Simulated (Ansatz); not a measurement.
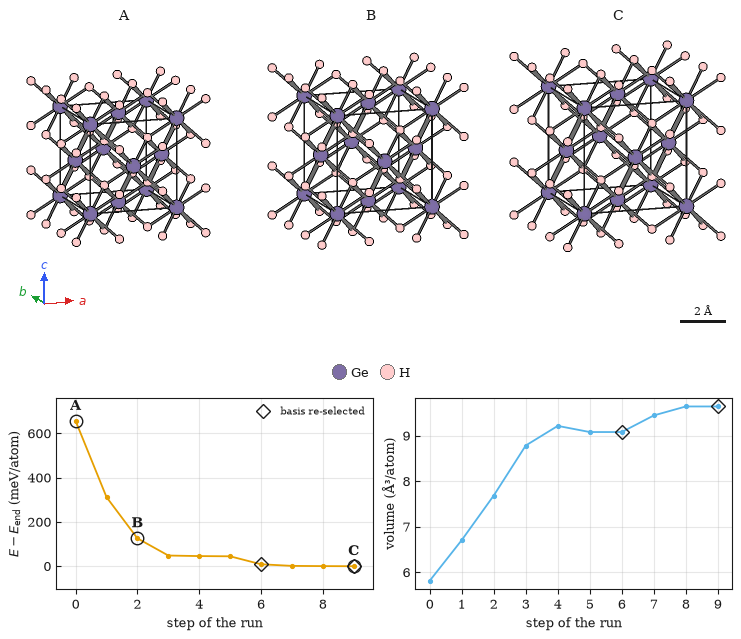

Frames of a relaxation of crystalline GeH₂ (a generated structure, set up in Fm-3m) (coarse preliminary run), marked on the history of the run. Style: ball-and-stick. Shown: the conventional cell (4 times the calculation's cell), slightly off an axis. Lengths and directions refer to the drawn axes.

Case: Zr → Ge on all its sites, cell and atoms relaxed.

The calculation used DFT PBE, scalar-relativistic, plane waves, PAW in Ansatz. Set-up: plane-wave cutoff 420 eV; k-point mesh 8 × 8 × 8; occupations gaussian; smearing width 0.1 eV; no spin polarisation; cell and atoms relaxed; force threshold 0.05 eV/Å; at most 60 steps.

> Describe the path.

No atom moves by more than 0.005 Å relative to the cell. The volume changes by +65.9 %, with a = b = c 4.117 → 4.873 Å (+18.4 %). Near-neighbour distances that change, for instance: Ge–H 1.783 → 2.110 Å. The space group stays Fm-3m (No. 225). The energy falls by 656 meV per atom in 7 accepted moves (9 points after the start). All forces vanish by symmetry, so only the cell relaxes. Pressure: 83.22 GPa at the start and 0.26 GPa at the end. The SCF was repeated twice at an unchanged geometry on a basis and grid sized afresh for the cell, which shifted the energy by 36.0 meV per atom at most. The run took about 4 core-seconds on a shared host. From step 0 to 2: volume +32.2 %, energy −530 meV per atom. From step 2 to 9: volume +25.5 %, energy −126 meV per atom.

```csv
step,"E − E(0), meV/atom","pressure, GPa","volume, Å³/atom",note
0,0.00,83.22,5.816,
1,-344.11,44.33,6.708,
2,-530.46,20.52,7.688,
3,-608.05,4.25,8.787,
4,-610.59,-1.85,9.219,
5,-611.56,0.02,9.083,
6,-647.52,5.06,9.083,"same geometry, new basis"
7,-654.84,1.82,9.448,
8,-655.87,0.30,9.645,
9,-656.43,0.26,9.645,"same geometry, new basis"
```
